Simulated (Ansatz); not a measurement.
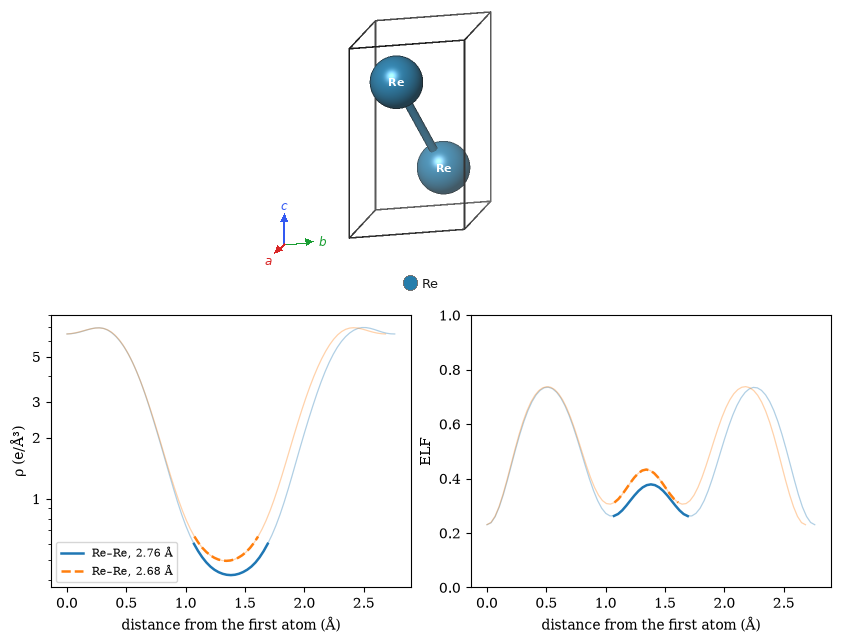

*Re. Valence pseudo-density and ELF along straight lines between neighbouring atoms. Thin, pale parts lie inside the atomic spheres. The structure is drawn too.*

Space group P-3m1; computed without spin polarisation.

Computed with DFT PBE, plane waves, PAW in Ansatz.

Core electrons are frozen (PAW), and the valence fields are smoothed inside the atomic spheres.

> What can be read from the curves?

Re–Re (2.76 Å): the density is about 0.42 e/Å³ at the midpoint; the ELF is about 0.40 at the midpoint.
Re–Re (2.68 Å): ρ is about 0.5 e/Å³ halfway; the ELF is about 0.45 at the midpoint.
